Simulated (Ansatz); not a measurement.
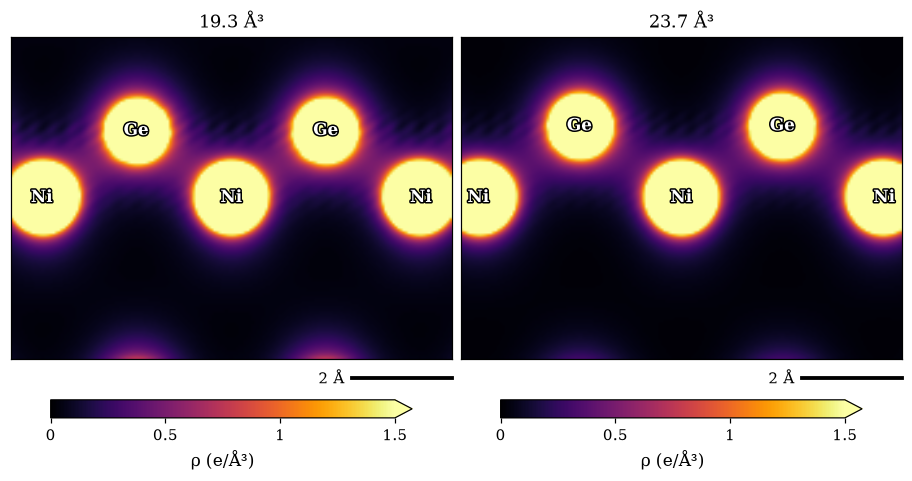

NiGe. The valence charge density (pseudo) of cells scaled evenly to different volumes (given per atom above each panel), on the (011̄) plane of each (indices in the axes of the cell below), at one length scale and on one colour scale.

Started from the zinc blende prototype, which need not be the ambient phase; the program warned that a starting moment wasn't kept; spin-polarised, but the moments vanished.

Method: DFT r2SCAN, scalar-relativistic, plane waves, PAW in Ansatz.

In a PAW calculation such maps are meaningful between the atoms, not at the nuclei.

The largest cell:

```cif
data_structure
_symmetry_space_group_name_H-M 'P 1'
_symmetry_Int_Tables_number 1
_cell_length_a 4.0623
_cell_length_b 4.0623
_cell_length_c 4.0623
_cell_angle_alpha 60.000
_cell_angle_beta 60.000
_cell_angle_gamma 60.000
_cell_volume 47.40
loop_
_atom_site_label
_atom_site_type_symbol
_atom_site_fract_x
_atom_site_fract_y
_atom_site_fract_z
_atom_site_occupancy
Ni1 Ni 0.00000 0.00000 0.00000 1
Ge1 Ge 0.25000 0.25000 0.25000 1
```

| volume (Å³/atom) | Ni–Ge contact in the plane (Å) | ρ at its midpoint (e/Å³) | pressure (GPa) | 
| --- | --- | --- | --- |
| 19.33 | 2.324 | 0.507 | −4.8 | 
| 21.88 | 2.422 | ? | ? | 
| 23.70 | 2.488 | 0.389 | −13.6 | 

> What values belong in the row with question marks?

Over the known rows ln ρ falls by 1.62 per Å of Ni–Ge distance (the line through the two), which gives 0.433 e/Å³ at 2.422 Å; the calculation gives 0.433 e/Å³. For the pressure, a straight line in volume between the neighbouring rows gives −9.9 GPa; the calculation gives −11.4, lower because pressure rises ever faster on compression.
